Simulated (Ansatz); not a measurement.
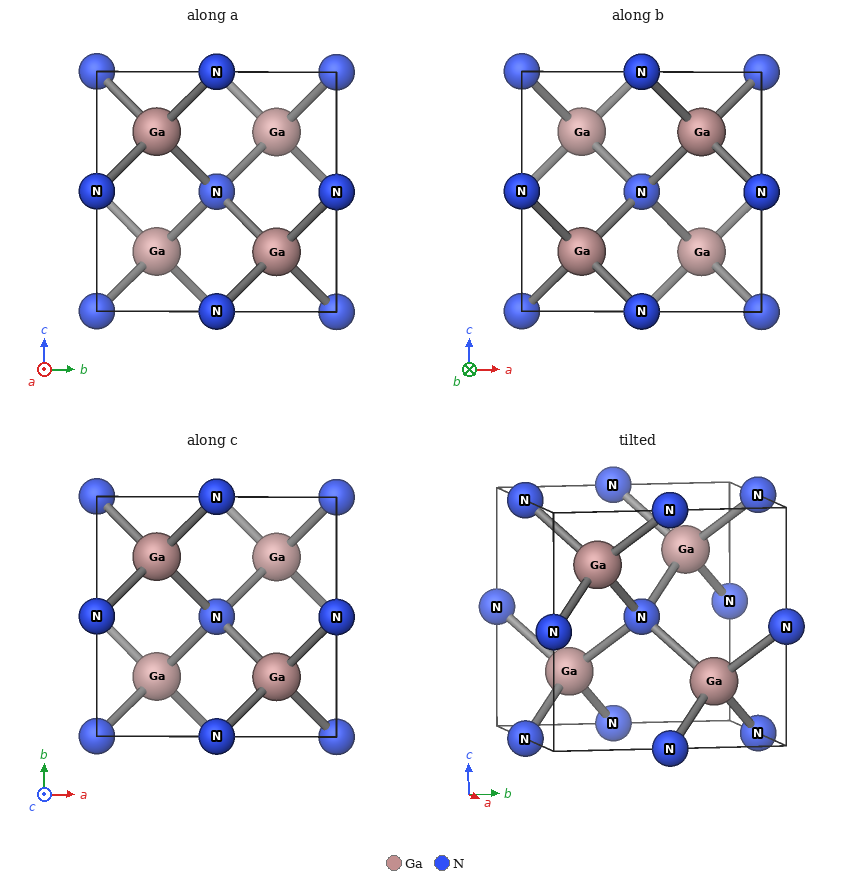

Structure drawing (ball-and-stick), viewed along the a axis, along the b axis, along the c axis and slightly off an axis. One drawn cell (a repeat of the simulation cell) is framed, with atoms on its boundary repeated.

Lattice parameters: a = 4.4904 Å, b = 4.4904 Å, c = 4.4904 Å, α = 90.191°, β = 90.191°, γ = 90.191°.

### Transcribe the picture into a CIF in P1 with every atom of the cell.

```cif
data_structure
_symmetry_space_group_name_H-M 'P 1'
_symmetry_Int_Tables_number 1
_cell_length_a 4.4904
_cell_length_b 4.4904
_cell_length_c 4.4904
_cell_angle_alpha 90.191
_cell_angle_beta 90.191
_cell_angle_gamma 90.191
_cell_volume 90.54
loop_
_atom_site_label
_atom_site_type_symbol
_atom_site_fract_x
_atom_site_fract_y
_atom_site_fract_z
_atom_site_occupancy
Ga1 Ga 0.2500 0.2500 0.2500 1
Ga2 Ga 0.7500 0.7500 0.2500 1
Ga3 Ga 0.7500 0.2500 0.7500 1
N1 N 0.5005 0.0005 0.0005 1
Ga4 Ga 0.2500 0.7500 0.7500 1
N2 N 0.0005 0.5005 0.0005 1
N3 N 0.0005 0.0005 0.5005 1
N4 N 0.5005 0.5005 0.5005 1
```

Starting structure: a structure type filled with these elements by a generator (whether the compound takes this form wasn't checked). The cell was then strained or its atoms displaced on purpose. It went into a calculation with Ansatz.
